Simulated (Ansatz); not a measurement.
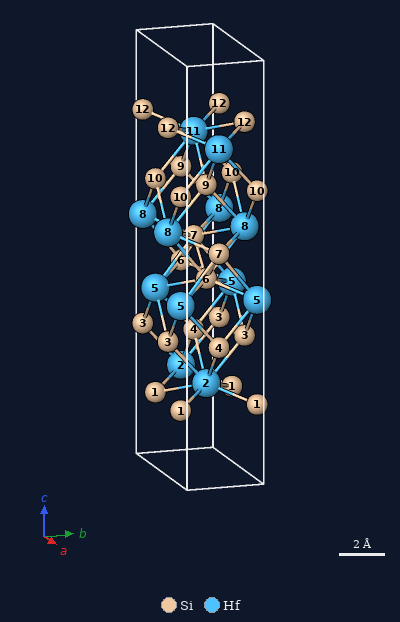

The starting structure (ball-and-stick view of the 2 × 1 repeat of the cell, with the vacuum cut short, seen slightly off an axis; atoms are numbered from 1 in the order of the input).

## Geometry relaxation of HfSi2 (part 1 of 2)

- system: HfSi2 (slab, 12 atoms in the cell)
- method: DFT PBEsol, scalar-relativistic, plane waves, PAW, no spin polarisation (Ansatz 0.2.0)

The structure derives from an entry of the Crystallography Open Database. It belongs to a series of runs on one base structure; here: (0 1 0) slab, atoms relaxed. Figures and captions count atoms from 1; the log counts them from 0 in places.

**Log**
```
Engine: ansatz 0.2.0, x86_64-unknown-linux-gnu
Pseudopotentials: kind: paw
Pseudopotential: Si, paw, valence charge 4, recommended cutoff 420 eV (normal), Si.paw.azcp
Pseudopotential: Hf, paw, valence charge 26, recommended cutoff 420 eV (normal), Hf.paw.azcp
Functional definition: PBEsol
  exchange = pbesol_x
  correlation = pbesol_c
Crystal: 12 atoms, lattice volume = 368.449 Å³
Basis set: ecut = 420 eV, 7193 PW (Γ), exchange–correlation on 50×50×384 points (8 copies of the dense FFT grid, shifted against one another)
Bands: 82, of which v1, the nominal top of the filled ones, is band 68 counted from 1 (67 counted from 0)
Symmetry: 4 space group operations
k-points: 36 of 100
Non-local potential: Si, projectors of the file, l = 0: 2, l = 1: 2, l = 2: 2
Non-local potential: Hf, projectors of the file, l = 0: 3, l = 1: 2, l = 2: 2, l = 3: 3
PAW form: soft (Blöchl's): semilocal exchange-correlation on the pseudo side does not see the compensation charge
PAW frozen core: Si, regenerated for the run's functional, and the local potential with it (the file was generated under x = pbe(κ = 0.804, μ = 0.2195149727645171), c = pbe(β = 0.06672455060314922))
PAW frozen core: Hf, regenerated for the run's functional, and the local potential with it (the file was generated under x = pbe(κ = 0.804, μ = 0.2195149727645171), c = pbe(β = 0.06672455060314922))
PAW one-centre angular grid: Si, 110 points (default); XC on 64 Gauss nodes
PAW one-centre angular grid: Hf, 590 points (default); XC on 64 Gauss nodes
Initial density: superposition of atomic densities (neutral atoms: chi_scale 0, normalization atom), corrected by the library's trained network
Initial wavefunctions: pseudopotential atomic-orbital guess
Functional: x = pbesol(κ = 0.804, μ = 0.12345679012345678), c = pbesol(β = 0.046)
SCF iter   1: F=—  HF=-67368.811335 eV  |F-HF|=—  |Δ(HF+E_count)|=         —  Δρ=4.26e-3  dr2=2.99e-1  ethr=1.77e-3  p=0.000 e·Å  D=2.34e-13 V/Å  ΔV_dip=-0.00 eV  dr2_dipole=1.47e-7  V_vac-E_F(+/−)=4.43/4.44 eV  ⟨swp⟩=8.5  Hψ=13244  notcnv=0  defer=5
efield: sawtooth ramp at fractional position 0.9800 (placed from the atoms, in the widest stretch of the axis that holds none; the zero of the levels goes with the place), width 0.0400; the density the first Hamiltonian is built on has a dipole p = 0.000 e·Å; the dipole correction subtracts the counter field D = 2.34e-13 V/Å, which shifts the + side's vacuum level by -0.00 eV against the − side's; the planar-averaged density in the ramp window peaks in size at 2.8e-5 e/Å³
preconditioner: auto → LDOS  [metal: Δε(μ)=0.019 eV  Ē_g=10.640 eV  σ=0.100 eV  W_gap=0.11  n_scr=72 (ndim 8)  ℏωp=19.7 eV  f_vac=0.424  D(μ)=2.65/eV (n_scr^D=10)  β→1.0]
SCF iter   2: F=—  HF=-67368.803220 eV  |F-HF|=—  |Δ(HF+E_count)|=   8.12e-3  Δρ=2.89e-3  dr2=3.12e-1  ethr=2.20e-4  p=-0.000 e·Å  D=-1.86e-5 V/Å  ΔV_dip=0.00 eV  dr2_dipole=1.32e-6  V_vac-E_F(+/−)=4.38/4.38 eV  ⟨swp⟩=2.3  Hψ=5002  notcnv=0  defer=248
SCF iter   3: F=—  HF=-67368.775055 eV  |F-HF|=—  |Δ(HF+E_count)|=   2.82e-2  Δρ=5.13e-4  dr2=1.85e-3  ethr=2.20e-4  p=-0.000 e·Å  D=-5.14e-6 V/Å  ΔV_dip=0.00 eV  dr2_dipole=2.14e-8  V_vac-E_F(+/−)=4.38/4.38 eV  ⟨swp⟩=2.0  Hψ=3498  notcnv=0  defer=248
SCF iter   4: F=—  HF=-67368.775878 eV  |F-HF|=—  |Δ(HF+E_count)|=   8.23e-4  Δρ=3.01e-4  dr2=1.30e-3  ethr=1.36e-6  p=-0.000 e·Å  D=-5.61e-7 V/Å  ΔV_dip=0.00 eV  dr2_dipole=1.03e-11  V_vac-E_F(+/−)=4.37/4.37 eV  ⟨swp⟩=3.0  Hψ=5939  notcnv=0  defer=220
SCF iter   5: F=—  HF=-67368.775604 eV  |F-HF|=—  |Δ(HF+E_count)|=   2.74e-4  Δρ=1.09e-4  dr2=7.46e-5  ethr=9.54e-7  p=-0.000 e·Å  D=-4.66e-7 V/Å  ΔV_dip=0.00 eV  dr2_dipole=5.64e-11  V_vac-E_F(+/−)=4.37/4.37 eV  ⟨swp⟩=2.0  Hψ=4996  notcnv=0  defer=220
SCF iter   6: F=—  HF=-67368.775613 eV  |F-HF|=—  |Δ(HF+E_count)|=   8.85e-6  Δρ=4.65e-5  dr2=1.06e-5  ethr=7.35e-9  p=-0.000 e·Å  D=-7.83e-8 V/Å  ΔV_dip=0.00 eV  dr2_dipole=2.14e-12  V_vac-E_F(+/−)=4.37/4.37 eV  ⟨swp⟩=22.9  Hψ=37762  notcnv=0
SCF iter   7: F=-67368.775611 eV  HF=-67368.775611 eV  |F-HF|=1.61e-8  |Δ(HF+E_count)|=   2.03e-6  Δρ=1.55e-5  dr2=1.34e-6  ethr=7.35e-9  p=-0.000 e·Å  D=-2.51e-8 V/Å  ΔV_dip=0.00 eV  dr2_dipole=1.39e-12  V_vac-E_F(+/−)=4.37/4.37 eV  ⟨swp⟩=14.4  Hψ=32110  notcnv=0
SCF 1 converged in 7 iterations: F = -67368.775611 eV  dr2 = 1.34e-6
  greatest PAW one-centre occupation: 0.998 electrons in one spin orbital (limit 2), on the Hf atom at site 10 (counted from 0), in its partial waves of l = 3
relax step   1: F+E_penalty+E_count = -67368.77561081 eV  Δ(F+E_penalty+E_count) = +0.000e0 eV  max|allowed force component| = 5.418e-1 eV/Å  Δτ_max = 0.0000 Å  (7 SCF iters, dr2 threshold 1.00e-5 eV, accepted)
Initial density: handed on by an earlier stage of this run
Initial wavefunctions: those handed on with the density
iter 1 solved again at ethr=9.58e-5 eV; its pass at ethr=3.10e-3 eV (dr2=1.30e-1 eV) is discarded
SCF iter   1: F=—  HF=-67368.865926 eV  |F-HF|=—  |Δ(HF+E_count)|=         —  Δρ=3.97e-3  dr2=1.26e-1  ethr=9.58e-5  p=-0.000 e·Å  D=-2.51e-8 V/Å  ΔV_dip=0.00 eV  dr2_dipole=3.54e-11  V_vac-E_F(+/−)=4.27/4.27 eV  ⟨swp⟩=2.1  Hψ=10007  notcnv=0  defer=228
efield: sawtooth ramp at fractional position 0.9800 (handed on by an earlier solve), width 0.0400; the density the first Hamiltonian is built on has a dipole p = -0.000 e·Å; the dipole correction subtracts the counter field D = -2.51e-8 V/Å, which shifts the + side's vacuum level by +0.00 eV against the − side's; the planar-averaged density in the ramp window peaks in size at 2.2e-7 e/Å³
preconditioner: auto → LDOS  [metal: Δε(μ)=0.010 eV  Ē_g=10.688 eV  σ=0.100 eV  W_gap=0.06  n_scr=72 (ndim 8)  ℏωp=19.7 eV  f_vac=0.433  D(μ)=3.73/eV (n_scr^D=10)  β→1.0]
SCF iter   2: F=—  HF=-67368.859059 eV  |F-HF|=—  |Δ(HF+E_count)|=   6.87e-3  Δρ=2.47e-3  dr2=7.76e-2  ethr=9.30e-5  p=-0.000 e·Å  D=-7.31e-9 V/Å  ΔV_dip=0.00 eV  dr2_dipole=2.88e-11  V_vac-E_F(+/−)=4.21/4.21 eV  ⟨swp⟩=2.2  Hψ=5098  notcnv=0  defer=228
SCF iter   3: F=—  HF=-67368.845296 eV  |F-HF|=—  |Δ(HF+E_count)|=   1.38e-2  Δρ=7.62e-4  dr2=6.15e-3  ethr=5.71e-5  p=0.000 e·Å  D=5.94e-8 V/Å  ΔV_dip=-0.00 eV  dr2_dipole=2.11e-11  V_vac-E_F(+/−)=4.26/4.26 eV  ⟨swp⟩=2.1  Hψ=5176  notcnv=0  defer=228
SCF iter   4: F=—  HF=-67368.844033 eV  |F-HF|=—  |Δ(HF+E_count)|=   1.26e-3  Δρ=2.27e-4  dr2=4.90e-4  ethr=4.53e-6  p=-0.000 e·Å  D=-4.86e-8 V/Å  ΔV_dip=0.00 eV  dr2_dipole=2.04e-11  V_vac-E_F(+/−)=4.26/4.26 eV  ⟨swp⟩=3.0  Hψ=5613  notcnv=0  defer=230
SCF iter   5: F=—  HF=-67368.844053 eV  |F-HF|=—  |Δ(HF+E_count)|=   1.98e-5  Δρ=8.12e-5  dr2=3.90e-5  ethr=3.60e-7  p=-0.000 e·Å  D=-5.38e-8 V/Å  ΔV_dip=0.00 eV  dr2_dipole=5.11e-14  V_vac-E_F(+/−)=4.26/4.26 eV  ⟨swp⟩=2.5  Hψ=5114  notcnv=0  defer=230
SCF iter   6: F=-67368.844082 eV  HF=-67368.844084 eV  |F-HF|=2.20e-6  |Δ(HF+E_count)|=   3.16e-5  Δρ=3.34e-5  dr2=8.07e-6  ethr=1.35e-8  p=-0.000 e·Å  D=-2.40e-8 V/Å  ΔV_dip=0.00 eV  dr2_dipole=9.87e-13  V_vac-E_F(+/−)=4.26/4.26 eV  ⟨swp⟩=24.2  Hψ=36799  notcnv=0
SCF 2 converged in 6 iterations: F = -67368.844082 eV  dr2 = 8.07e-6
relax step   2: F+E_penalty+E_count = -67368.84408205 eV  Δ(F+E_penalty+E_count) = -6.847e-2 eV  max|allowed force component| = 3.006e-1 eV/Å  Δτ_max = 0.1992 Å  (6 SCF iters, dr2 threshold 1.83e-5 eV, accepted)
SCF iter   1: F=—  HF=-67368.882680 eV  |F-HF|=—  |Δ(HF+E_count)|=         —  Δρ=2.86e-3  dr2=1.41e-1  ethr=1.92e-4  p=-0.000 e·Å  D=-2.40e-8 V/Å  ΔV_dip=0.00 eV  dr2_dipole=2.61e-11  V_vac-E_F(+/−)=4.29/4.29 eV  ⟨swp⟩=3.8  Hψ=5702  notcnv=0  defer=242
efield: sawtooth ramp at fractional position 0.9800 (handed on by an earlier solve), width 0.0400; the density the first Hamiltonian is built on has a dipole p = -0.000 e·Å; the dipole correction subtracts the counter field D = -2.40e-8 V/Å, which shifts the + side's vacuum level by +0.00 eV against the − side's; the planar-averaged density in the ramp window peaks in size at 2.2e-7 e/Å³
preconditioner: auto → LDOS  [metal: Δε(μ)=0.006 eV  Ē_g=10.678 eV  σ=0.100 eV  W_gap=0.03  n_scr=72 (ndim 8)  ℏωp=19.7 eV  f_vac=0.435  D(μ)=3.33/eV (n_scr^D=10)  β→1.0]
SCF iter   2: F=—  HF=-67368.873876 eV  |F-HF|=—  |Δ(HF+E_count)|=   8.80e-3  Δρ=1.10e-3  dr2=1.82e-2  ethr=1.03e-4  p=-0.000 e·Å  D=-1.20e-6 V/Å  ΔV_dip=0.00 eV  dr2_dipole=1.68e-11  V_vac-E_F(+/−)=4.25/4.25 eV  ⟨swp⟩=2.1  Hψ=4108  notcnv=0  defer=240
SCF iter   3: F=—  HF=-67368.872093 eV  |F-HF|=—  |Δ(HF+E_count)|=   1.78e-3  Δρ=5.94e-4  dr2=4.69e-3  ethr=1.34e-5  p=-0.000 e·Å  D=-5.54e-7 V/Å  ΔV_dip=0.00 eV  dr2_dipole=2.19e-11  V_vac-E_F(+/−)=4.28/4.28 eV  ⟨swp⟩=2.7  Hψ=5286  notcnv=0  defer=240
SCF iter   4: F=—  HF=-67368.870797 eV  |F-HF|=—  |Δ(HF+E_count)|=   1.30e-3  Δρ=9.05e-5  dr2=4.20e-5  ethr=3.45e-6  p=-0.000 e·Å  D=-3.64e-7 V/Å  ΔV_dip=0.00 eV  dr2_dipole=2.18e-13  V_vac-E_F(+/−)=4.28/4.28 eV  ⟨swp⟩=2.7  Hψ=5203  notcnv=0  defer=240
SCF iter   5: F=—  HF=-67368.870802 eV  |F-HF|=—  |Δ(HF+E_count)|=   4.27e-6  Δρ=3.37e-5  dr2=8.85e-6  ethr=4.15e-9  p=-0.000 e·Å  D=-1.22e-7 V/Å  ΔV_dip=0.00 eV  dr2_dipole=2.83e-13  V_vac-E_F(+/−)=4.28/4.28 eV  ⟨swp⟩=23.5  Hψ=37920  notcnv=0
SCF iter   6: F=-67368.870799 eV  HF=-67368.870804 eV  |F-HF|=4.48e-6  |Δ(HF+E_count)|=   2.20e-6  Δρ=1.96e-5  dr2=3.49e-6  ethr=4.15e-9  p=-0.000 e·Å  D=-4.90e-8 V/Å  ΔV_dip=0.00 eV  dr2_dipole=2.70e-13  V_vac-E_F(+/−)=4.29/4.29 eV  ⟨swp⟩=14.6  Hψ=33107  notcnv=0
SCF 3 converged in 6 iterations: F = -67368.870799 eV  dr2 = 3.49e-6
relax step   3: F+E_penalty+E_count = -67368.87079933 eV  Δ(F+E_penalty+E_count) = -2.672e-2 eV  max|allowed force component| = 3.443e-2 eV/Å  Δτ_max = 0.0547 Å  (6 SCF iters, dr2 threshold 5.65e-6 eV, accepted)
SCF iter   1: F=—  HF=-67368.872428 eV  |F-HF|=—  |Δ(HF+E_count)|=         —  Δρ=6.85e-4  dr2=1.02e-2  ethr=7.55e-5  p=-0.000 e·Å  D=-4.90e-8 V/Å  ΔV_dip=0.00 eV  dr2_dipole=7.31e-13  V_vac-E_F(+/−)=4.29/4.29 eV  ⟨swp⟩=2.0  Hψ=4635  notcnv=0  defer=229
efield: sawtooth ramp at fractional position 0.9800 (handed on by an earlier solve), width 0.0400; the density the first Hamiltonian is built on has a dipole p = -0.000 e·Å; the dipole correction subtracts the counter field D = -4.90e-8 V/Å, which shifts the + side's vacuum level by +0.00 eV against the − side's; the planar-averaged density in the ramp window peaks in size at 2.2e-7 e/Å³
preconditioner: auto → LDOS  [metal: Δε(μ)=0.017 eV  Ē_g=10.655 eV  σ=0.100 eV  W_gap=0.10  n_scr=72 (ndim 8)  ℏωp=19.7 eV  f_vac=0.433  D(μ)=3.30/eV (n_scr^D=10)  β→1.0]
SCF iter   2: F=—  HF=-67368.871864 eV  |F-HF|=—  |Δ(HF+E_count)|=   5.64e-4  Δρ=2.89e-4  dr2=1.57e-3  ethr=7.53e-6  p=0.000 e·Å  D=1.60e-7 V/Å  ΔV_dip=-0.00 eV  dr2_dipole=1.88e-13  V_vac-E_F(+/−)=4.31/4.31 eV  ⟨swp⟩=2.0  Hψ=4026  notcnv=0  defer=229
SCF iter   3: F=—  HF=-67368.871665 eV  |F-HF|=—  |Δ(HF+E_count)|=   1.99e-4  Δρ=1.24e-4  dr2=1.67e-4  ethr=1.16e-6  p=0.000 e·Å  D=6.96e-8 V/Å  ΔV_dip=-0.00 eV  dr2_dipole=1.57e-12  V_vac-E_F(+/−)=4.29/4.29 eV  ⟨swp⟩=2.6  Hψ=4868  notcnv=0  defer=229
SCF iter   4: F=—  HF=-67368.871625 eV  |F-HF|=—  |Δ(HF+E_count)|=   3.97e-5  Δρ=2.32e-5  dr2=3.39e-6  ethr=1.23e-7  p=0.000 e·Å  D=4.75e-8 V/Å  ΔV_dip=-0.00 eV  dr2_dipole=1.09e-13  V_vac-E_F(+/−)=4.29/4.29 eV  ⟨swp⟩=3.0  Hψ=5245  notcnv=0  defer=229
SCF iter   5: F=—  HF=-67368.871408 eV  |F-HF|=—  |Δ(HF+E_count)|=   2.17e-4  Δρ=8.84e-6  dr2=7.29e-7  ethr=2.49e-9  p=0.000 e·Å  D=3.98e-8 V/Å  ΔV_dip=-0.00 eV  dr2_dipole=3.52e-13  V_vac-E_F(+/−)=4.29/4.29 eV  ⟨swp⟩=3.0  Hψ=6458  notcnv=0  defer=229
SCF iter   6: F=-67368.871408 eV  HF=-67368.871408 eV  |F-HF|=6.38e-8  |Δ(HF+E_count)|=   1.51e-7  Δρ=3.07e-6  dr2=8.08e-8  ethr=7.35e-11  p=0.000 e·Å  D=1.90e-8 V/Å  ΔV_dip=-0.00 eV  dr2_dipole=2.56e-13  V_vac-E_F(+/−)=4.29/4.29 eV  ⟨swp⟩=17.1  Hψ=28914  notcnv=0
SCF 4 converged in 6 iterations: F = -67368.871408 eV  dr2 = 8.08e-8
relax step   4: F+E_penalty+E_count = -67368.87140809 eV  Δ(F+E_penalty+E_count) = -6.088e-4 eV  max|allowed force component| = 1.781e-2 eV/Å  Δτ_max = 0.0173 Å  (6 SCF iters, accepted)
```

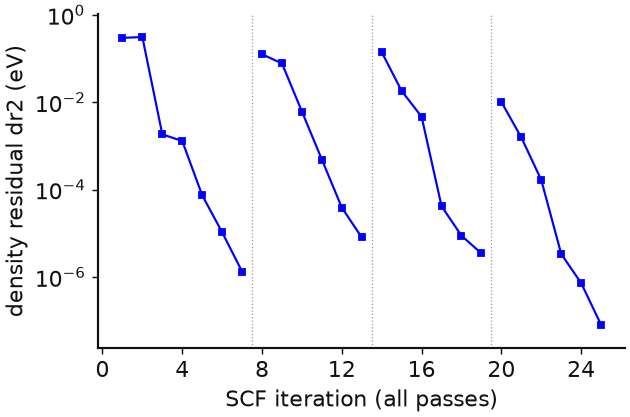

Convergence of the self-consistent field: density residual dr2 against the SCF iteration. The dotted lines part the SCF passes of the relaxation: geometry steps, rejected trials and re-solves on a re-selected basis. The passes take 7, 6, 6 and 6 iterations.

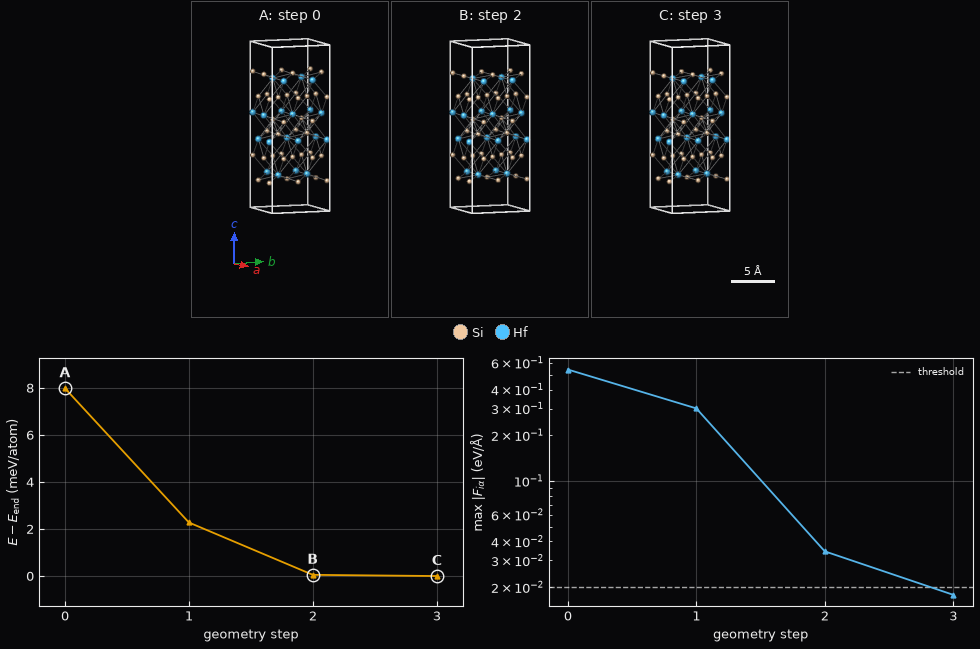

Frames of the relaxation (ball-and-stick view of the 2 × 2 repeat of the cell, with the vacuum cut short, seen slightly off an axis) above the curves, on which the letters mark them (the first geometry is step 0 here and step 1 in the log).

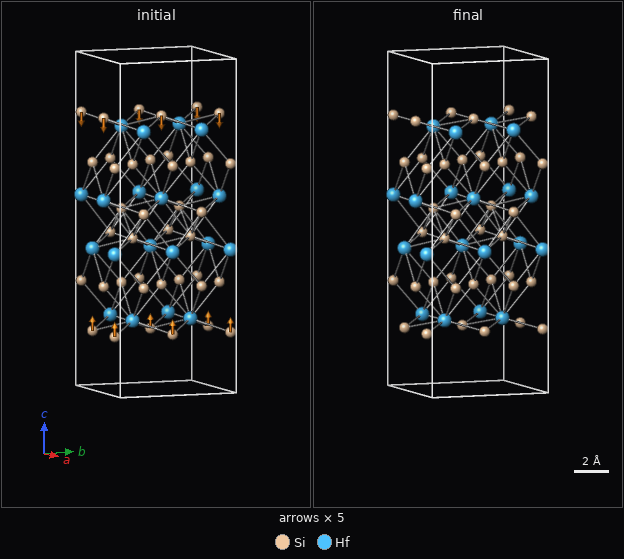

Before (left) and after (right) the relaxation, at one scale (ball-and-stick view of the 2 × 2 repeat of the cell, with the vacuum cut short, seen slightly off an axis). The orange arrows give the displacements, magnified 5 times. After 3 geometry steps the energy has fallen by 8.0 meV per atom. The largest force component goes from 0.54 to 0.018 eV/Å. The largest moves, 0.18 Å, are those of Si1 and Si12. By element the largest moves are Si 0.18 Å, Hf 0.02 Å. The cell stays as it was. Among the contacts that change: Hf11–Si12 2.672 → 2.634 Å, Hf2–Si3 2.768 → 2.754 Å, Hf2–Si4 2.768 → 2.755 Å, Si6–Si7 2.411 → 2.421 Å. Among the angles that change: Hf2–Si1–Hf2 149.2° → 155.9°. (Atoms are counted from 1 in the order of the input.)

```
WARN: The output density's exchange-correlation potential varies sharply where the density is thin. Do not read a vacuum level from v_tot or v_xc, or from such a field of the output density. On a cell that repeats whose density bears no net charge and no dipole along the vacuum's axis use v_es (v_loc + v_h of the components); under efield.dipole_correction with no amplitude use v_es + v_field, which holds any external_charges[].barrier, or the levels of the report's work_function block, which leave it out; under a non-zero efield.amplitude the vacuum is tilted and has no level; on a cell that repeats and bears such a dipole with no correction it is tilted too, and efield.dipole_correction with no amplitude gives each side of its ramp a level where efield: is served; in a cell that repeats whose density bears a net charge (total_charge, or a fill off its count) it is curved and has none; of a slab under crystal.periodic whose density bears no net charge use v_es, which has a level on each side, short of where the two are joined; of another it falls or rises all the way out and has none; of a slab beside external_charges read slab_vacuum_level instead, which it has where they leave it neutral. The grid or the basis barely resolves most such structure, and the values can differ between equally converged runs; as a rule a tighter scf.convergence.dr2_threshold does not remove it. Where the density itself ripples (under the LDA too) a higher basis.ecutwfc lessens it. The files hold the spikes' plane waves up to the density's cutoff. Files: v_tot_of_output_density and the like, and their columns of v_z.tsv (output.write_potential); v_xc_of_output_density and the like, and their columns of v_comp_z.tsv (output.write_potential_components). Measured: with its Gaussian average of σ = 0.25 Å subtracted twice, the exchange-correlation potential is over 0.1 eV at 20 of the grid points where the equally averaged density (valence and model cores) is under 1e-3 e/Å³, and 0.157 eV at the most among them, at an averaged density of 2.2e-8 e/Å³. The input density's (outcome.potential() and, of a run that writes arrays, v_tot and v_xc) is over 0.1 eV, so measured, at 234 points of its own thin density, 0.371 eV at the most. See output.write_potential in the manual, Limitations
SCF converged after 6 iterations
Free energy (F): -67368.871408 eV
Harris-Foulkes:  -67368.871408 eV  (|F-HF|=6.38e-8)
Internal energy: -67368.854860 eV  (E = F + TS)
E sigma→0 (E₀):  -67368.863134 eV
Entropy (-TS):   -0.016548 eV (-1.379 meV/atom)
Fermi energy:    6.117434 eV
Dipole field:    D = -0.000000 V/Å  (p = -0.000001 e·Å, saw-weighted, corrected)
Work function:   Φ+ = 4.2920 eV   Φ− = 4.2920 eV
```
